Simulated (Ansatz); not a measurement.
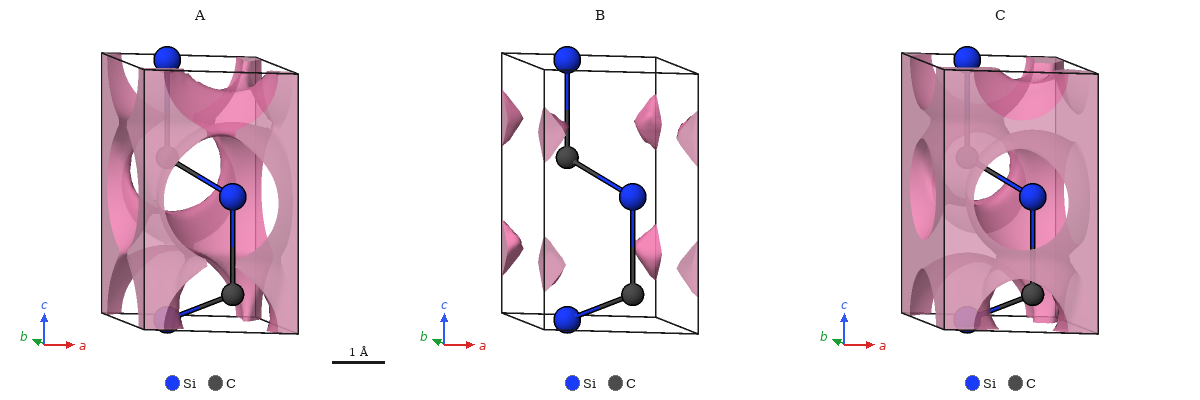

Three surfaces of the space that a probe's centre can reach in SiC (P6_3mc), computed for probe radii of 0.20, 0.35, 0.75 Å, in shuffled order. Pale faces close the region where the drawn box cuts it.

Atoms are hard spheres with covalent radii (Cordero): Si 1.11 Å, C 0.76 Å.

Origin of the cell: the input geometry of an electronic-structure calculation (not necessarily at equilibrium).

```cif
data_structure
_symmetry_space_group_name_H-M 'P6_3mc'
_symmetry_Int_Tables_number 186
_cell_length_a 3.0919
_cell_length_b 3.0919
_cell_length_c 5.0743
_cell_angle_alpha 90.000
_cell_angle_beta 90.000
_cell_angle_gamma 120.000
_cell_volume 42.01
loop_
_atom_site_label
_atom_site_type_symbol
_atom_site_symmetry_multiplicity
_atom_site_Wyckoff_symbol
_atom_site_fract_x
_atom_site_fract_y
_atom_site_fract_z
_atom_site_occupancy
Si1 Si 2 b 0.66667 0.33333 0.50042 1
C1 C 2 b 0.66667 0.33333 0.12458 1
```

Q: Which panel belongs to which radius, and what does each show?

A: C: 0.20 Å, a three-dimensional network, 42 % of the volume. A: 0.35 Å, a three-dimensional network, 26 % of the volume. B: 0.75 Å, isolated pockets that do not connect across cells, 1.5 % of the volume. The larger the probe, the smaller the space left to it.
